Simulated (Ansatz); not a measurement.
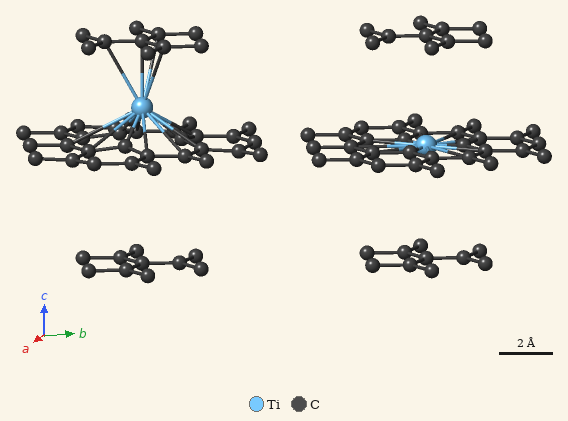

Two geometries of a defect cell of composition TiC27, drawn at one scale. One is the start of a relaxation, the other its converged end. Style: ball-and-stick. Shown: the atoms within 5.0 Å of the atom that moves most (axes of the conventional cell (3 times the calculation's cell) (origin shifted)), slightly off an axis. Lengths and directions refer to the drawn axes.

The calculation used DFT PBE, scalar-relativistic, plane waves, PAW (Ansatz 0.2.0). Set-up: plane-wave cutoff 420 eV; k-point mesh 5 × 5 × 5; occupations gaussian; smearing width 0.1 eV; no spin polarisation; atoms relaxed in a fixed cell; force threshold 0.025 eV/Å; at most 45 steps.

Question: Which one is relaxed?

Answer: The left one is the relaxed one. Case: Ti on a C site (c), charge +0, atoms relaxed at the host's cell. The atom that moves furthest is the Ti atom (1.47 Å along +c). By element the largest moves are Ti 1.47 Å, C 0.26 Å. The lattice vectors keep their values. Some distances before and after: C–Ti 4.242 → 2.562 Å, C–Ti 4.475 → 2.936 Å, C–Ti 1.424 → 1.937 Å, C–Ti 2.467 → 2.848 Å. New bonds form, among them: C–Ti (4.24 → 2.56 Å). Bond angles that change, for instance: Ti–C–C 150.0° → 140.6°, Ti–C–C 120.0° → 116.1°, C–C–C 120.0° → 122.8°. Over 12 geometry steps the energy falls by 18.205 eV per cell of the calculation. Largest force component: 26 eV/Å at the start, 0.025 eV/Å at the end.

Limits of the set-up: the periodic images lie only 6.5 Å apart, so the values are limited by the cell's size.
